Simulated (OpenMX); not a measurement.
**ZnO: 7 runs along one coordinate**

System: ZnO (4 atoms in the cell).
Method: Kohn-Sham DFT of a periodic cell, LDA, OpenMX 2013 LDA set, no spin polarisation (OpenMX 3.8.5).

The 7 runs differ only in the geometry, by an even scaling of the cell at fixed fractional positions. The structure derives from an entry of the Crystallography Open Database.

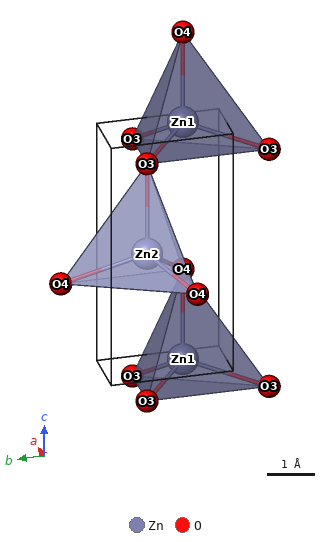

Figure 1. The structure of run 4 (polyhedral view of the cell of the calculation, seen at an oblique angle; polyhedra are completed across the faces of the cell; atoms are numbered from 1 in the order of the input). An atom can appear more than once, as a periodic image.

### Input of run 4
```
System.CurrrentDirectory             ./
System.Name                          ZnO
DATA.PATH                            ./DFT_DATA13
level.of.stdout                      1
level.of.fileout                     0
Species.Number                       2
<Definition.of.Atomic.Species
  Zn  Zn6.0H-s3p2d2          Zn_CA13H
  O   O6.0-s2p2d1            O_CA13
Definition.of.Atomic.Species>

Atoms.Number                         4
Atoms.SpeciesAndCoordinates.Unit     FRAC
<Atoms.SpeciesAndCoordinates
    1  Zn    0.6666666667    0.3333333333    0.0000000000  10.000 10.000
    2  Zn    0.3333333333    0.6666666667    0.5000000000  10.000 10.000
    3  O     0.3333333333    0.6666666667    0.8790100000   3.000  3.000
    4  O     0.6666666667    0.3333333333    0.3790100000   3.000  3.000
Atoms.SpeciesAndCoordinates>

Atoms.UnitVectors.Unit               Ang
<Atoms.UnitVectors
     3.2493080000    0.0000000000    0.0000000000
    -1.6246540000    2.8139832727    0.0000000000
     0.0000000000    0.0000000000    5.2057090000
Atoms.UnitVectors>

scf.XcType                           LDA
scf.SpinPolarization                 off
scf.ElectronicTemperature            580.226
scf.energycutoff                     500.0
scf.maxIter                          100
scf.EigenvalueSolver                 band
scf.Kgrid                            9 9 5
scf.Mixing.Type                      rmm-diisk
scf.Init.Mixing.Weight               0.05
scf.Min.Mixing.Weight                0.001
scf.Max.Mixing.Weight                0.3
scf.Mixing.History                   25
scf.Mixing.StartPulay                8
scf.criterion                        1.0e-8
scf.stress.tensor                    on
MD.Type                              nomd
Band.dispersion                      on
Band.Nkpath                          9
<Band.kpath
   17   0.000000  0.000000  0.000000    0.500000  0.000000  0.000000  G M
   10   0.500000  0.000000  0.000000    0.333333  0.333333  0.000000  M K
   20   0.333333  0.333333  0.000000    0.000000  0.000000  0.000000  K G
    9   0.000000  0.000000  0.000000    0.000000  0.000000  0.500000  G A
   17   0.000000  0.000000  0.500000    0.500000  0.000000  0.500000  A L
   10   0.500000  0.000000  0.500000    0.333333  0.333333  0.500000  L H
   20   0.333333  0.333333  0.500000    0.000000  0.000000  0.500000  H A
    9   0.500000  0.000000  0.500000    0.500000  0.000000  0.000000  L M
    9   0.333333  0.333333  0.000000    0.333333  0.333333  0.500000  K H
Band.kpath>
```

Command:
```bash
openmx ZnO.dat -nt 1 > ZnO.std
```

Lattice vectors (Å) and fractional positions of run 4:
```
   3.249308    0.000000    0.000000
  -1.624654    2.813983    0.000000
   0.000000    0.000000    5.205709
Zn  0.666667  0.333333  0.000000
Zn  0.333333  0.666667  0.500000
O   0.333333  0.666667  0.879010
O   0.666667  0.333333  0.379010
```

Run 3 has the same physical settings and fractional positions; its lattice vectors (Å) are:
```
   3.227500    0.000000    0.000000
  -1.613750    2.795097    0.000000
   0.000000    0.000000    5.170770
```

### Results, with one run withheld

| run | volume per atom (Å³) | free energy per atom, from the lowest run given (meV) | gap on the mesh (eV) |
| --- | --- | --- | --- |
| 1 | 11.186 | 2.83 | 1.35 |
| 2 | 11.424 | 0.00 | 1.30 |
| 3 | 11.662 | ? | ? |
| 4 | 11.900 | 9.24 | 1.20 |
| 5 | 12.138 | 20.00 | 1.14 |
| 6 | 12.376 | 34.73 | 1.09 |
| 7 | 12.614 | 52.37 | 1.04 |

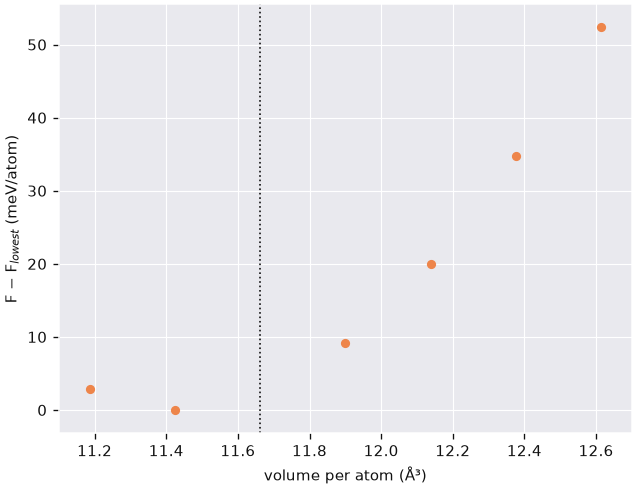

Figure 2. Free energy per atom of the runs given; the dotted line marks run 3.

Fit the runs given and predict run 3.

A cubic polynomial in V^(−2/3) (the Birch–Murnaghan form), fitted to the 6 runs given, misses them by at most 0.11 meV per atom. With x = V^(−2/3) − 0.19162 Å⁻², it reads F = 10.02 − 3664.2 x + 3.3219e+05 x² + 5.4673e+05 x³ (meV per atom). At run 3 it gives 2.32 meV per atom, and the run itself gives 2.53. The fit has its minimum at 11.431 Å³ per atom, where V d²F/dV² gives 165 GPa. Cell shape and fractional positions are held, so this is the stiffness under even scaling; the relaxed bulk modulus wasn't computed. The gap on the mesh goes, without turning, from 1.35 eV in run 1 to 1.04 eV in run 7; run 3 has 1.25 eV. These are gaps of this functional on this mesh, which can miss the band edges; they aren't the measured gap.

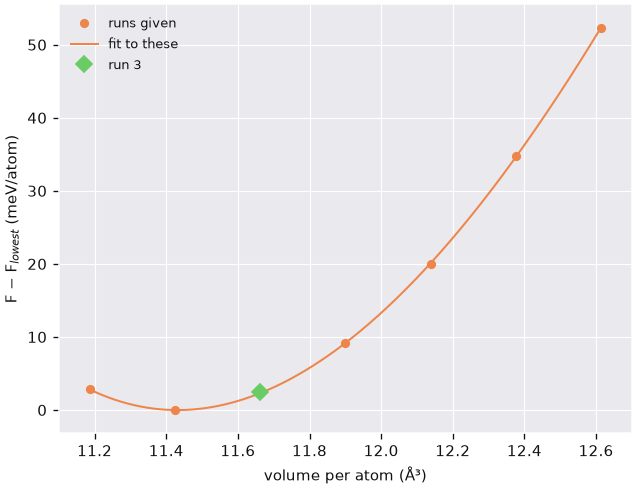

Figure 3. The fit and the withheld run.

### Some lines of the output (run 3)
```
[...]
  Cell_Volume =    314.785603267945 (Bohr^3)
        Total energy (Hartree) at MD = 1
   kloop=0
   kloop=1
   kloop=202
```

Notes: With a small basis of atomic orbitals these values can differ much from converged plane-wave results.
